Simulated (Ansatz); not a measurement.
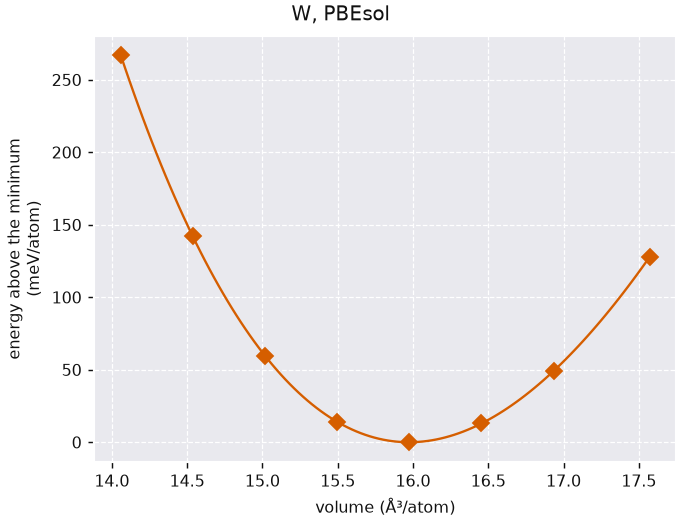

Plotted: energy above the minimum against volume for W, space group Fm-3m (No. 225).

Structure:
```cif
data_structure
_symmetry_space_group_name_H-M 'P 1'
_symmetry_Int_Tables_number 1
_cell_length_a 2.8270
_cell_length_b 2.8270
_cell_length_c 2.8270
_cell_angle_alpha 60.000
_cell_angle_beta 60.000
_cell_angle_gamma 60.000
_cell_volume 15.98
loop_
_atom_site_label
_atom_site_type_symbol
_atom_site_fract_x
_atom_site_fract_y
_atom_site_fract_z
_atom_site_occupancy
W1 W 0.00000 0.00000 0.00000 1
```

How it was computed, with Ansatz 0.2.0: third-order Birch-Murnaghan fit to density functional energies at scaled volumes of the given relaxed cell, shape and atoms relaxed at each volume; energies count from the fitted minimum; plane waves with PAW datasets, Γ-centred k mesh. Level: PBEsol, no spin polarisation.

| setting | value |
| --- | --- |
| wave cutoff | 420 eV |
| k mesh | 18×18×18 |
| occupations | Gaussian |
| smearing width | 0.1 eV |

From this curve and the settings, what does the calculation give for the pressure at the same points?

The pressure falls from 49.35 GPa at volume 14.059 Å³/atom to −23.69 GPa at 17.574 Å³/atom, and changes sign near 15.98 Å³/atom.

```
volume (Å³/atom)  pressure (GPa)
          14.059           49.35
          14.538           34.32
          15.017           21.17
          15.497            9.72
          15.976            0.00
          16.455           -8.34
          16.934          -15.57
          17.574          -23.69
```
